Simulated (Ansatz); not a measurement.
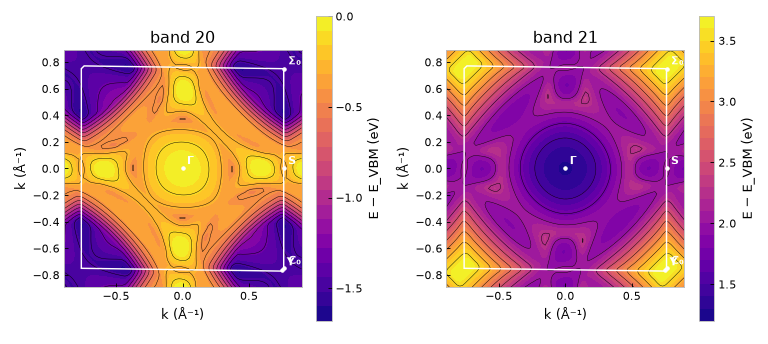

Two bands of a PbS monolayer (space group of the slab cell Cmme) over the plane of the sheet: the highest mostly filled and the lowest mostly empty one.

These are results of DFT PBE, scalar-relativistic, plane waves, PAW; levels and slopes on a dense k mesh at the converged density in Ansatz 0.2.0, not measurements. No spin polarisation. The levels come from a k mesh of 44×44×1 points. Unrelaxed database geometry (largest force 0.4 eV/Å).

Question: Give both levels and their distance at the named points.

Answer:
```csv
point,lower band (eV),upper band (eV),distance (eV)
Γ,−0.02,1.29,1.31
Y,−1.46,3.68,5.13
S,−0.36,2.07,2.44
```

Question: Where are the band edges of the whole zone?

Answer: The valence band has four equivalent maxima on the Γ–S line, principal masses 0.16 and 0.26 mₑ; the conduction band has one minimum at Γ, mass 0.95 mₑ in all directions. The gap is indirect, 1.29 eV at this level of theory, which underestimates gaps and can reorder valleys that lie close. It is nearly direct: the smallest vertical gap, at Γ, is only 1.31 eV, so the kind of gap isn't settled at this level. Another valley lies within 0.05 eV of an edge, so the kind of gap can change with the cell or the functional.

Spin-orbit coupling, left out here, can change the gap, its kind, the place of the band edges and the masses, since the compound holds Pb.
